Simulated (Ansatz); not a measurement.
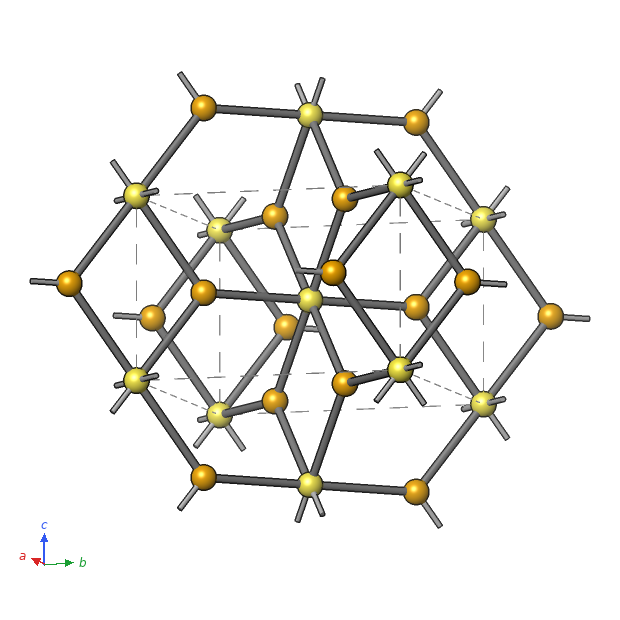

A cut-out of a periodic net derived from a crystal structure. Nodes are coloured by topological kind. Short stubs are edges that leave the cut-out.

### Describe the net.

A binodal (3,6)-connected, three-periodic net. It is the rtl net, known from rutile.

### Give point symbol and coordination sequence of each kind of node.

3-connected node: 4.6^2, sequence 3, 14, 19, 62, 51, 144; 6-connected node: 4^2.6^10.8^3, sequence 6, 10, 38, 34, 102, 74.

Where the net comes from. SnO₂ (space group P4_2/mnm, No. 136): the end point of a relaxation with Ansatz, DFT PBEsol, scalar-relativistic, plane waves, PAW. Bonds are taken as O–Sn below 2.3 Å. The graph is simplified in the usual way: terminal and isolated atoms are pruned, two-connected atoms become edges. O is a 3-connected node; Sn is a 6-connected node, in the ratio 2:1.
